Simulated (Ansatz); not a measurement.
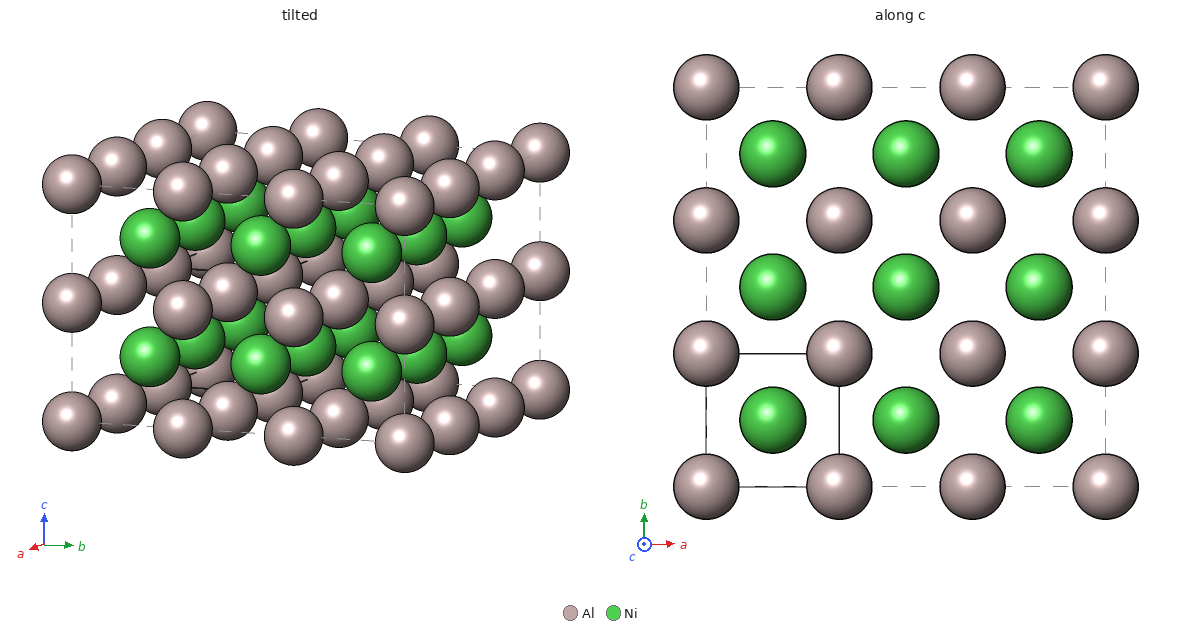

Structure drawing (spheres-only), viewed slightly off an axis and along the c axis. A 3×3×2 array of cells is drawn; the unit cell has the solid edges.

Its composition is AlNi. Within 0.01 Å the space group is Pm-3m (No. 221), primitive cubic: caesium chloride (CsCl, B2) type. With Z = 1, the cell contains 1 Al, 1 Ni. About every Al there are eight Ni in a cubic arrangement. Ni bonds to eight Al in a cubic arrangement.

Starting structure: a structure listed in the Materials Project. It was relaxed with Ansatz 0.2.0, DFT r2SCAN, scalar-relativistic, plane waves, PAW under a constraint or pressure on the cell, so some stress remains.
